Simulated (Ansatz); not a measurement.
# Rh: LAPW beside PAW

Does the method matter for Rh? The same cell, functional and mesh are run with full-potential LAPW, PAW with frozen cores and all-electron PAW on datasets made for the crystal.

Program: Ansatz 0.2.0. Level of theory: DFT PBE, scalar-relativistic. These are calculated values, not measurements.

## (1) Starting point

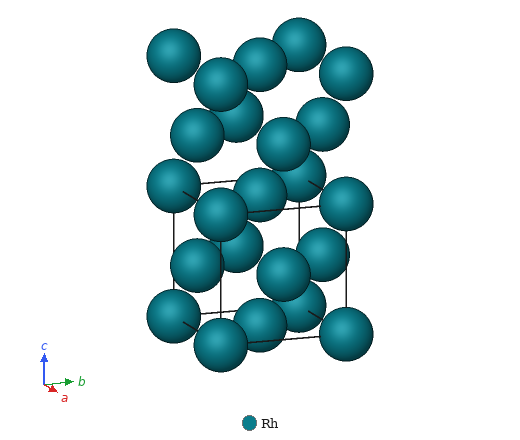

The starting structure, seen slightly off an axis (rhodium blue). 1×1×2 cells are drawn. Atoms on the faces are drawn again on the opposite ones. The cell drawn here is the conventional one.

Structure file:

```
CELL_PARAMETERS angstrom
0.00000 1.90155 1.90155
1.90155 0.00000 1.90155
1.90155 1.90155 0.00000
ATOMIC_POSITIONS crystal
Rh 0.00000 0.00000 0.00000
```

The geometry is a database entry used as it stands. It may stem from high pressure or temperature, or be incomplete, so it serves as a test cell.

## (2) Full-potential LAPW

The input, input.yaml:

```yaml
crystal:
  lattice:
    - [0.0, 1.90155, 1.90155]
    - [1.90155, 0.0, 1.90155]
    - [1.90155, 1.90155, 0.0]
  atoms:
    - { symbol: Rh, position: [0.0, 0.0, 0.0] }
kpoints:
  mp_grid: { grid: [16, 16, 16] }
  band_path:
    path:
      - [0.0, 0.0, 0.0]
      - [0.5, 0.0, 0.5]
      - [0.625, 0.25, 0.625]
      - [0.375, 0.375, 0.75]
      - [0.0, 0.0, 0.0]
      - [0.5, 0.5, 0.5]
      - [0.5, 0.25, 0.75]
      - [0.5, 0.0, 0.5]
    npoints: 8
scf:
  occupations: { method: fermi_dirac, width: 0.03 }
hamiltonian:
  xc: pbe
  pseudopotentials: { kind: all_electron, lapw: { basis_error: 0.00025 } }
output:
  forces: true
  stress: true
  eigenvalues: true
  populations: true
  dos: { projected: true, de: 0.2, e_range: [-14, 8] }
```

The log of the run:

```text
Rh: projections on atomic orbitals take those of the free atom 1s2 2s2 2p6 3s2 3p6 3d10 4s2 4p6 4d8 5s1, of charge +0.00 (hamiltonian.pseudopotentials.projection_atoms)
LAPW: plane waves up to 9.131 Å⁻¹, error target 2.5e-4 eV per atom; small_component_spin mean_spin; Rh in spheres of 1.345 Å, 27 of its electrons in bands, Dirac shells []
Engine: ansatz 0.2.0
Pseudopotentials: kind: all_electron
Pseudopotential: Rh, LAPW, valence charge 27, Koelling and Harmon's equation, gaussian nucleus
Functional definition: PBE
  parameter kappa = 0.804
  parameter beta = 0.06672455060314922
  exchange = pbe_x(kappa = kappa, mu = beta*pi^2/3)
  correlation = pbe_c(beta = beta)
Crystal: 1 atoms, lattice volume = 13.752 Å³
Basis set: ecut = 317.64612372876775 eV, 169 PW (Γ), exchange–correlation at level 2
Bands: 18, of which v1, the nominal top of the filled ones, is band 14 counted from 1 (13 counted from 0)
Symmetry: 48 space group operations
Space group: Fm-3m (ITA 225), of the structure as read, at distance tolerance 2.4e-5 Å
k-points: 145 of 4096
Non-local potential: Rh, projectors of the file, none
Initial density: superposition of atomic densities (chi_scale 0.1, normalization cell)
Initial wavefunctions: plane waves of lowest kinetic energy (no species holds an atomic orbital)
Functional: x = pbe(κ = 0.804, μ = 0.2195149727645171), c = pbe(β = 0.06672455060314922)
iter 1 solved again at ethr=3.52e-4 eV; its pass at ethr=1.00e-1 eV (dr2=9.49e-2 eV) is discarded
SCF iter   1: F=—  HF=-130187.760183 eV  |F-HF|=—  |Δ(HF+E_count)|=         —  Δρ=3.73e-2  dr2=9.54e-2  ethr=3.52e-4  ⟨swp⟩=3.0  Hψ=17106  notcnv=0
preconditioner: auto → none  [metal: Δε(μ)=0.013 eV  Ē_g=13.786 eV  σ=0.030 eV  W_gap=0.11  n_scr=8 (ndim 8)  ℏωp=30.0 eV  f_vac=0.000  D(μ)=1.65/eV (n_scr^D=14)  sad-step TF]
iter 2 solved again at ethr=1.10e-5 eV; its pass at ethr=3.52e-4 eV (dr2=2.98e-3 eV) is discarded
SCF iter   2: F=—  HF=-130187.334638 eV  |F-HF|=—  |Δ(HF+E_count)|=   4.26e-1  Δρ=5.21e-3  dr2=2.98e-3  ethr=1.10e-5  ⟨swp⟩=2.0  Hψ=13450  notcnv=0
SCF iter   3: F=—  HF=-130187.295738 eV  |F-HF|=—  |Δ(HF+E_count)|=         —  Δρ=6.14e-3  dr2=3.17e-3  ethr=1.10e-5  ⟨swp⟩=2.4  Hψ=7854  notcnv=0
the basis was enlarged: its passes take 961.7 KiB over the memory plan, 1 of 1 planned eigensolver slots
SCF iter   4: F=—  HF=-130187.294161 eV  |F-HF|=—  |Δ(HF+E_count)|=   1.58e-3  Δρ=8.73e-4  dr2=6.71e-5  ethr=1.10e-5  ⟨swp⟩=2.0  Hψ=7219  notcnv=0
SCF iter   5: F=—  HF=-130187.294167 eV  |F-HF|=—  |Δ(HF+E_count)|=   6.36e-6  Δρ=7.48e-5  dr2=4.64e-7  ethr=2.48e-7  ⟨swp⟩=2.0  Hψ=7220  notcnv=0
SCF iter   6: F=-130187.294168 eV  HF=-130187.294168 eV  |F-HF|=9.75e-10  |Δ(HF+E_count)|=   4.50e-7  Δρ=2.33e-6  dr2=2.52e-10  ethr=1.72e-9  ⟨swp⟩=2.6  Hψ=7371  notcnv=0
SCF 1 converged in 6 iterations: F = -130187.294168 eV  dr2 = 2.52e-10
NSCF: frozen V_eff on 57 k-points
SCF converged after 6 iterations
Free energy (F): -130187.294168 eV
Harris-Foulkes:  -130187.294168 eV  (|F-HF|=9.75e-10)
Internal energy: -130187.289595 eV  (E = F + TS)
E sigma→0 (E₀):  -130187.291881 eV
Entropy (-TS):   -0.004573 eV (-4.573 meV/atom)
Fermi energy:    24.558591 eV
--- Per-component energies (eV) ---
  E_band       = -2771.391829
  E_kinetic    = 135621.168067
  E_xc         = -3780.728667
  E_electrostatic = -262027.728995  (all electrons and nuclei)
  E_smearing   = -0.004573  (= −TS)
  E_closure    = 0.000000  (closes the sum)
  E_atoms      = -130180.026586  (free atoms, spherical and without spin; not in F)
  Σ components = -130187.294168   (vs F -130187.294168, Δ=0.00e0)
  Basis errors (estimates in eV, not in F): energy 5.6e-5 per atom: plane waves 4.6e-5 (2.3e-5 summed), levels above the bands 7.1e-284, relativity 8.3e-9, radial functions 1.0e-5, core shells 3.1e-7; eigenvalues (radial functions only) 2.7e-7; not estimated: angular momenta, meshes, grids; target (lapw.basis_error) 2.5e-4; muffin-tin radii Rh 1.345 Å
--- Forces (eV/Å), atoms counted from 1 ---
  atom   1  Rh     0.00000000     0.00000000     0.00000000
  max |Σ_I F_I| component: 1.15e-31 eV/Å
--- Stress (GPa, compression-positive) ---
        5.756722       0.000000      -0.000000
        0.000000       5.756722       0.000000
       -0.000000       0.000000       5.756722
  P = ⅓ Tr σ = 5.7567 GPa (57.567 kbar)
--- Band table (eV; the first three rows and the last of 145) ---
  k-point 0: bands = ["-272.3388", "-272.3388", "-272.3388", "-272.3126", "-272.3126", "-54.3092", "-21.7732", "-21.7732", "-21.7732", "16.6147", "21.4960", "21.4960", "21.4960", "23.5828", "23.5828", "40.3584", "45.7018", "45.7018"]
  k-point 1: bands = ["-272.3388", "-272.3388", "-272.3388", "-272.3126", "-272.3126", "-54.3049", "-21.8020", "-21.7771", "-21.7771", "16.7717", "21.4262", "21.5574", "21.5574", "23.5484", "23.5484", "40.5844", "44.9016", "45.9304"]
  k-point 2: bands = ["-272.3388", "-272.3388", "-272.3388", "-272.3126", "-272.3126", "-54.2928", "-21.8836", "-21.7882", "-21.7882", "17.2159", "21.2619", "21.7108", "21.7108", "23.4833", "23.4833", "41.1676", "43.2806", "46.5892"]
  k-point 144: bands = ["-272.3388", "-272.3388", "-272.3387", "-272.3126", "-272.3126", "-54.1590", "-22.2559", "-22.2559", "-22.0502", "19.5522", "20.7713", "20.7713", "23.3684", "25.5674", "34.1913", "34.1913", "35.8076", "37.2158"]
--- Löwdin populations: 1 site ---
  site symbol       q [e]
     0     Rh     44.9069
  spilling = 0.002070 (of n_electrons = 45.000000)
```

It took 17 s on 1 thread, shared host.

This run gives: pressure 5.76 GPa; no gap.

At the corners of the path (eV, zero at the Fermi level):

```csv
point,band 10,band 11,band 12,band 13,band 14,band 15,band 16
Γ,-7.94,-3.06,-3.06,-3.06,-0.98,-0.98,15.80
X,-6.30,-5.93,0.56,1.01,1.01,3.27,12.28
U,-5.50,-4.75,-2.05,-0.68,0.39,7.88,8.61
K,-5.50,-4.75,-2.05,-0.68,0.39,7.88,8.61
Γ,-7.94,-3.06,-3.06,-3.06,-0.98,-0.98,15.80
L,-6.11,-3.14,-3.14,0.59,0.59,0.74,8.66
W,-5.01,-3.79,-3.79,-1.19,1.01,9.63,9.63
X,-6.30,-5.93,0.56,1.01,1.01,3.27,12.28
```

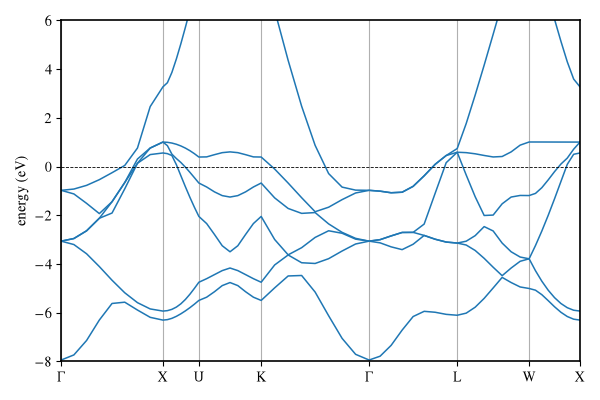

The leg U–K joins two equivalent points. Bands along the path, counted from its Fermi level.

States per cell, counted by energy window (eV from the Fermi level, on a grid of 0.20 eV):

| from | to | total | Rh 4d | Rh 5s |
| --- | --- | --- | --- | --- |
| -9 | -8 | 0.00 | 0.00 | 0.00 |
| -8 | -7 | 0.03 | 0.00 | 0.03 |
| -7 | -6 | 0.13 | 0.03 | 0.09 |
| -6 | -5 | 1.46 | 1.17 | 0.27 |
| -5 | -4 | 1.38 | 1.29 | 0.08 |
| -4 | -3 | 1.33 | 1.25 | 0.07 |
| -3 | -2 | 1.84 | 1.71 | 0.10 |
| -2 | -1 | 1.43 | 1.34 | 0.06 |
| -1 | 0 | 1.24 | 1.18 | 0.04 |
| 0 | 1 | 1.58 | 1.52 | 0.05 |
| 1 | 2 | 0.27 | 0.17 | 0.08 |
| 2 | 3 | 0.24 | 0.09 | 0.10 |
| 3 | 4 | 0.25 | 0.07 | 0.11 |
| 4 | 5 | 0.24 | 0.04 | 0.10 |

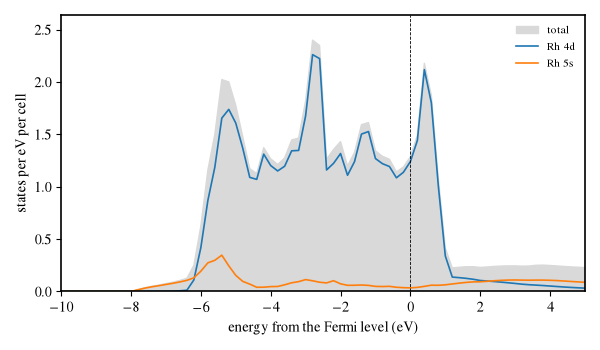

Density of states, total and projected.

## (3) PAW with frozen cores

Changes to input.yaml since step 2:

```diff
@@ -24,3 +24,3 @@
   xc: pbe
-  pseudopotentials: { kind: all_electron, lapw: { basis_error: 0.00025 } }
+  pseudopotentials: { kind: paw }
 output:
@@ -29,3 +29,5 @@
   eigenvalues: true
+  efg: { contact_densities: true }
   populations: true
+  bader: true
   dos: { projected: true, de: 0.2, e_range: [-14, 8] }
```

The log of the run (excerpt; [...] marks lines left out):

```text
Rh: output.efg is read without spin–orbit coupling, which moves field gradients at and beside such atoms by some per cent and up to a factor of two; PAW files take it under magnetization.noncollinear and magnetization.spin_orbit
[...]
Pseudopotentials: kind: paw
Pseudopotential: Rh, paw, valence charge 17, recommended cutoff 420 eV (normal)
Functional definition: PBE
[...]
Crystal: 1 atoms, lattice volume = 13.752 Å³
Basis set: ecut = 420 eV, 283 PW (Γ), exchange–correlation on 36×36×36 points (8 copies of the dense FFT grid, shifted against one another)
Bands: 13, of which v1, the nominal top of the filled ones, is band 9 counted from 1 (8 counted from 0)
Symmetry: 48 space group operations
Space group: Fm-3m (ITA 225), of the structure as read, at distance tolerance 2.4e-5 Å
k-points: 145 of 4096
[...]
  atom   1  Rh     0.00000000     0.00000000     0.00000000
[...]
--- Stress (GPa, compression-positive) ---
        5.791922       0.000000       0.000000
        0.000000       5.791922      -0.000000
        0.000000      -0.000000       5.791922
  P = ⅓ Tr σ = 5.7919 GPa (57.919 kbar)
--- PAW observables at the nuclei: V_zz in 10²¹ V/m², potentials from the cell's mean, atoms counted from 1 ---
  atom   1  Rh V_zz =    +0.000000   η = 0.0000   by run symmetry: forbidden
            electrostatic potential = -7029.709088 V   contact ρ = 789889.996368 e/Å³
--- Band table (eV; the first three rows and the last of 145) ---
  k-point 0: bands = ["-56.4885", "-23.9573", "-23.9573", "-23.9573", "14.4249", "19.3093", "19.3093", "19.3093", "21.3955", "21.3955", "38.1890", "43.5222", "43.5222"]
[...]
--- Löwdin populations: 1 site ---
  site symbol       q [e]
     0     Rh     16.8972
  spilling = 0.006048 (of n_electrons = 17.000000)
--- Bader charges: 1 site ---
  site symbol  charge [e]  shift [e]
     0     Rh      0.0000     0.0000
  estimated error of the sums over rays = 6.3e-7 e
```

Wall time 7.5 s (1 thread, shared host).

Result: pressure 5.79 GPa; no gap.

## (4) All-electron PAW on datasets made for the crystal

Changes to input.yaml since step 3:

```diff
@@ -24,3 +24,3 @@
   xc: pbe
-  pseudopotentials: { kind: paw }
+  pseudopotentials: { kind: all_electron, datasets: crystal }
 output:
@@ -30,4 +30 @@
   efg: { contact_densities: true }
-  populations: true
-  bader: true
-  dos: { projected: true, de: 0.2, e_range: [-14, 8] }
```

The log of the run (excerpt; [...] marks lines left out):

```text
[...]
Rh: output.efg is read without spin–orbit coupling, which moves field gradients at and beside such atoms by some per cent and up to a factor of two; PAW files take it under magnetization.noncollinear and magnetization.spin_orbit
[...]
Pseudopotentials: kind: all_electron
Pseudopotential: Rh, paw, valence charge 17, recommended cutoff 300 eV (normal), Koelling and Harmon's equation, gaussian nucleus
Functional definition: PBE
[...]
Crystal: 1 atoms, lattice volume = 13.752 Å³
Basis set: ecut = 300 eV, 169 PW (Γ), exchange–correlation on 32×32×32 points (8 copies of the dense FFT grid, shifted against one another)
Bands: 9, of which v1, the nominal top of the filled ones, is band 5 counted from 1 (4 counted from 0)
Symmetry: 48 space group operations
Space group: Fm-3m (ITA 225), of the structure as read, at distance tolerance 2.4e-5 Å
k-points: 145 of 4096
[...]
Fermi energy:    24.558566 eV
[...]
  The terms above E_closure are by the made datasets' own strengths, without shells solved beside the bands.
--- Forces (eV/Å), atoms counted from 1 ---
  atom   1  Rh     0.00000000    -0.00000000    -0.00000000
[...]
--- Stress (GPa, compression-positive) ---
        5.760116       0.000000       0.000000
        0.000000       5.760116       0.000000
       -0.000000      -0.000000       5.760116
  P = ⅓ Tr σ = 5.7601 GPa (57.601 kbar)
  It holds what live shells' own plane waves past their cutoff add
--- PAW observables at the nuclei: V_zz in 10²¹ V/m², potentials from the cell's mean, atoms counted from 1 ---
  atom   1  Rh V_zz =    -0.000000   η = 0.0000   by run symmetry: forbidden
            electrostatic potential = -7029.748461 V   contact ρ = 789919.358770 e/Å³
--- Band table (eV; the first three rows and the last of 145) ---
  k-point 0: bands = ["16.6147", "21.4960", "21.4960", "21.4960", "23.5827", "23.5827", "40.3583"]
[...]
```

It took 14 s on 1 thread, shared host.

Read from it: pressure 5.76 GPa.

```
atom  contact density (e/Å³)
  Rh                789919.4
```

## (5) The methods compared

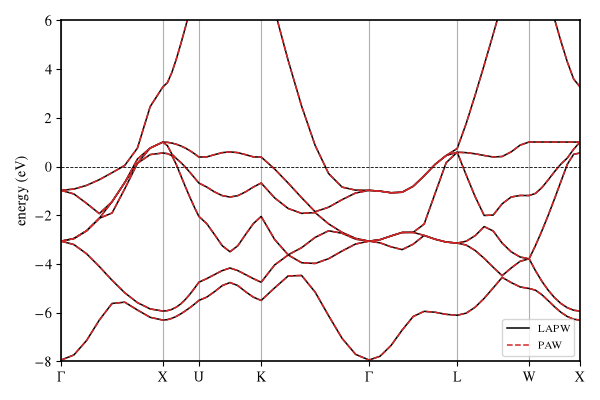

The leg U–K joins two equivalent points. Bands of 2 runs (LAPW; PAW) drawn together, counted from each run's Fermi level.

| method | pressure (GPa) | SCF cycles, all passes |
| --- | --- | --- |
| LAPW | 5.76 | 6 |
| PAW | 5.79 | 6 |
| crystal datasets | 5.76 | 7 |

## (6) What came out

```
  quantity                                           value
  pressure  LAPW 5.76, PAW 5.79, crystal datasets 5.76 GPa
gap (LAPW)                                            none
```

The pressure of 5.8 GPa pushes the cell to expand, with the atoms held in place. The count of 27 electrons in bands leaves a band partly filled, so there is no gap. Rh 4d carries the largest share, 97 %, of the projected states within 0.3 eV of the Fermi level. The projection holds only the free atom's occupied shells (Rh 5s, Rh 4d in this range). PAW lies +0.04 GPa from LAPW in pressure. LAPW took about 2.2 times as long as PAW (17 s against 7.5 s, on a shared host and with the outputs that each input asks for).
